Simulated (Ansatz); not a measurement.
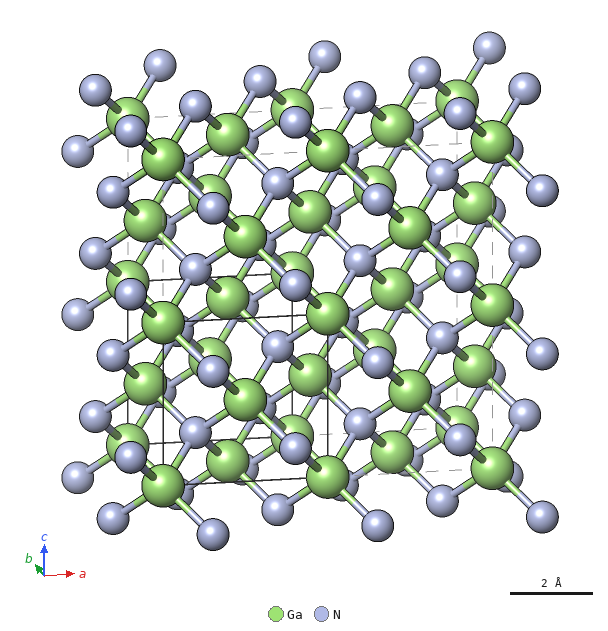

The crystal in a ball-and-stick representation, seen slightly off an axis. A block of 2×1×2 cells is shown, with one conventional unit cell in solid outline. Some atoms of the next cells are drawn as well.

Formula: GaN. Space group F-43m (No. 216), lattice face-centred cubic. Type of structure: zinc blende (sphalerite type). One cell contains 4 Ga, 4 N, 8 atoms in all. The neighbours of Ga are four N in a tetrahedral arrangement at about 1.8 Å. Around each N lie four Ga in a tetrahedral arrangement at about 1.8 Å. The bonds build a three-dimensional framework.

The starting point was a structure listed in the Materials Project. The cell was then strained or its atoms displaced on purpose. It was run through Ansatz as a DFT input.

At this level of theory the run's own cell isn't at rest (compressed, at 87 GPa), so its distances can differ from those at equilibrium, the more so the softer the solid.
